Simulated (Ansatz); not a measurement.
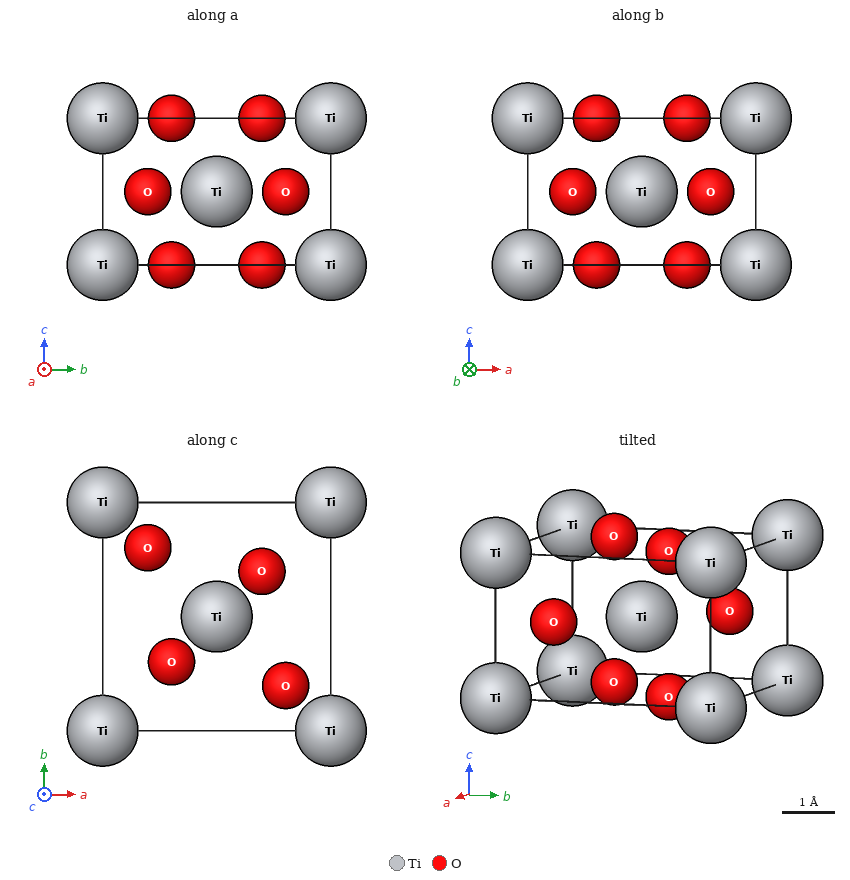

A spheres-only picture of a crystal structure, seen along the a axis, along the b axis, along the c axis and slightly off an axis. One conventional unit cell is framed, with atoms on its boundary repeated.

Lattice parameters: a = 4.4589 Å, b = 4.4589 Å, c = 2.8649 Å, α = 90.000°, β = 90.000°, γ = 90.000°.

Write down what is shown as a CIF in P1 with every atom of the cell, with free fractional coordinates to two decimals.

```cif
data_structure
_symmetry_space_group_name_H-M 'P 1'
_symmetry_Int_Tables_number 1
_cell_length_a 4.4589
_cell_length_b 4.4589
_cell_length_c 2.8649
_cell_angle_alpha 90.000
_cell_angle_beta 90.000
_cell_angle_gamma 90.000
_cell_volume 56.96
loop_
_atom_site_label
_atom_site_type_symbol
_atom_site_fract_x
_atom_site_fract_y
_atom_site_fract_z
_atom_site_occupancy
Ti1 Ti 0.00 0.00 0.00 1
Ti2 Ti 0.50 0.50 0.50 1
O1 O 0.30 0.30 0.00 1
O2 O 0.20 0.80 0.50 1
O3 O 0.80 0.20 0.50 1
O4 O 0.70 0.70 0.00 1
```

The structure was taken from a structure type filled with these elements by a generator (whether the compound takes this form wasn't checked). The cell was then strained or its atoms displaced on purpose. It was run through Ansatz as a DFT input.
